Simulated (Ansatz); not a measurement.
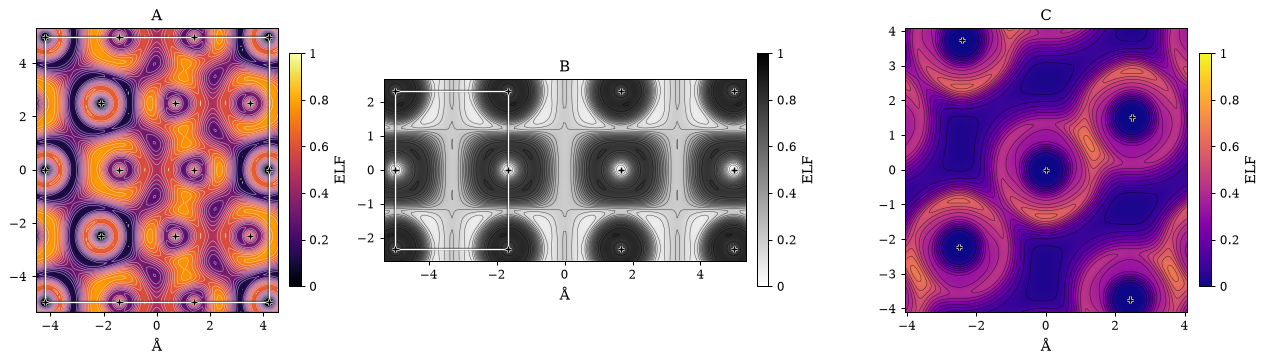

The electron localisation function of 3 systems, each on a plane through atoms (crosses mark nuclei in the plane).

The calculation used DFT, PBE, PAW with Ansatz's default frozen-core files, scalar-relativistic (Ansatz 0.2.0).

System 1: Sb, the (010) plane of the standardised cell. Space group P-1; changed on purpose from its base cell (equal xy, yz and zx shear strains of -1 %, PAW files); computed pressure about 3 GPa in this cell.

```yaml
crystal:
  lattice:
    - [6.43318, 3.69269, -0.05088]
    - [2.16923, -3.73570, 0.00787]
    - [-2.12567, -1.21218, -3.72704]
  atoms:
    - { symbol: Sb, position: [0.26636, 0.50000, 0.29908] }
    - { symbol: Sb, position: [0.76636, 0.00000, 0.29908] }
    - { symbol: Sb, position: [0.23364, 0.00000, 0.70092] }
    - { symbol: Sb, position: [0.73364, 0.50000, 0.70092] }
```

System 2: TiSi$_{2}$, the (101) plane of the conventional cell. Space group Fddd; computed pressure about −6 GPa in this cell; computed without spin polarisation.

System 3: HfC, the (100) plane of the conventional cell. Space group I4/mmm; changed on purpose from its base cell (equal xx and yy strain of +1 %, PAW files); computed pressure about −4 GPa in this cell.

```xyz
4
Lattice="2.3483 -2.3483 0.0000 2.3483 2.3483 0.0000 0.0000 0.0000 4.6500" Properties=species:S:1:pos:R:3 pbc="T T T"
Hf    2.3483    0.0000    0.0000
Hf    0.0000    0.0000    2.3250
C     0.0000    0.0000    0.0000
C     2.3483    0.0000    2.3250
```

Question: Match each panel to its system.

Answer: Panel A is system 2, TiSi$_{2}$: the plane holds Ti and Si. Ti–Si (2.59 Å): the ELF peaks at about 0.75 in the valence shell of Si, 0.9 Å from its nucleus, and is about 0.40 at the midpoint. Panel B is system 3, HfC: the plane holds Hf and C. Hf–C (2.33 Å): the ELF peaks at about 0.80 in the valence shell of C, 0.7 Å from its nucleus, and is about 0.25 at the midpoint: no localised pair shows between them. Panel C is system 1, Sb: the plane holds Sb. Sb–Sb (2.91 Å): the ELF peaks at about 0.65 between the atoms.
